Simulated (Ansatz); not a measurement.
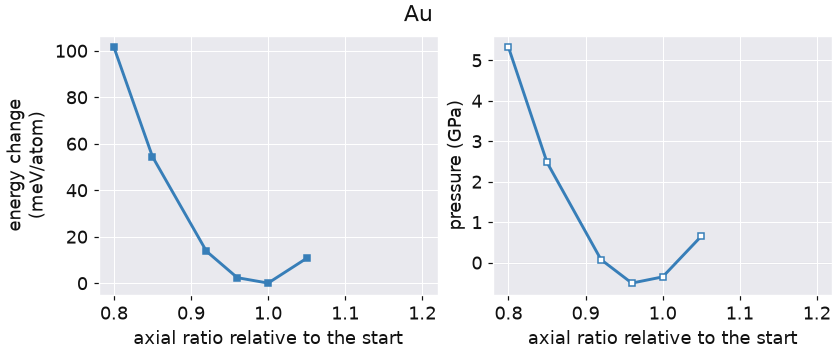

The plot gives the computed energy change and pressure against relative axial ratio for Au, space group Cmcm (No. 63).

Structure:
```yaml
crystal:
  lattice:
    - [1.41131, -2.55593, 0.00000]
    - [1.41131, 2.55593, 0.00000]
    - [0.00000, 0.00000, 4.89317]
  atoms:
    - { symbol: Au, position: [0.66533, 0.33467, 0.25000] }
    - { symbol: Au, position: [0.33467, 0.66533, 0.75000] }
```

Method: deformation of a crystal at fixed volume, lengths along the axis scaled against those across it, fractional coordinates fixed, by plane-wave density functional theory with PAW datasets, free energies less that of the undisturbed cell, pressure positive in compression; scalar-relativistic (Ansatz 0.2.0). Level: r2SCAN, no spin polarisation.

- wave cutoff: 500 eV
- k mesh: 22×22×12
- occupations: Gaussian
- smearing width: 0.15 eV
- k shift: (0, 0, 0) (mesh steps)
- start: as given
- path: axial
- axis direction: (0, 0, 1) (Cartesian unit vector)

The points at relative axial ratio 1.10 and 1.20 are left out of the plot. What values does the calculation give there?

```
axial ratio relative to the start  energy change (meV/atom)  pressure (GPa)
                             1.10                        34           2.527
                             1.20                       123           9.098
```

Caveats: reference crystal is not relaxed; shape and atomic fractions are frozen while scaling, which makes layered, chain and framework solids too stiff.
